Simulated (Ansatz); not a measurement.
System: As.

```
CELL_PARAMETERS angstrom
4.88348 0.00000 0.00000
-2.44174 4.22921 0.00000
0.00000 0.00000 2.84764
ATOMIC_POSITIONS crystal
As 0.00000 0.00000 0.00000
As 0.33333 0.66667 0.50000
As 0.66667 0.33333 0.50000
```

Space group P6/mmm; set up as As, omega (AlB2-type); a generated structure, not necessarily the stable one; computed without spin polarisation.

Level of theory: DFT, RPBE, plane waves (420 eV) with PAW, scalar-relativistic in Ansatz 0.2.0.

**What will maps of the valence pseudo-density and electron localisation function show?**

As–As (2.85 Å): ρ at the midpoint is about 0.27 e/Å³; the ELF is about 0.45 at the midpoint.
As–As (3.16 Å): the density is about 0.16 e/Å³ at the midpoint; the ELF is about 0.25 at the midpoint.

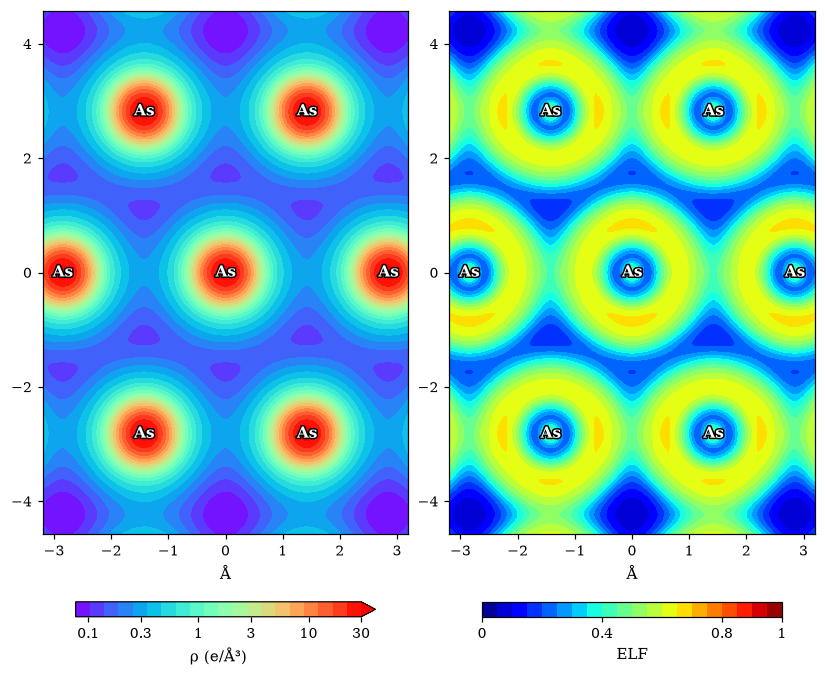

Computed valence pseudo-density and electron localisation function on the (110) plane of the conventional cell, in this order. 

Core electrons are frozen (PAW), and the valence fields are smoothed inside the atomic spheres.
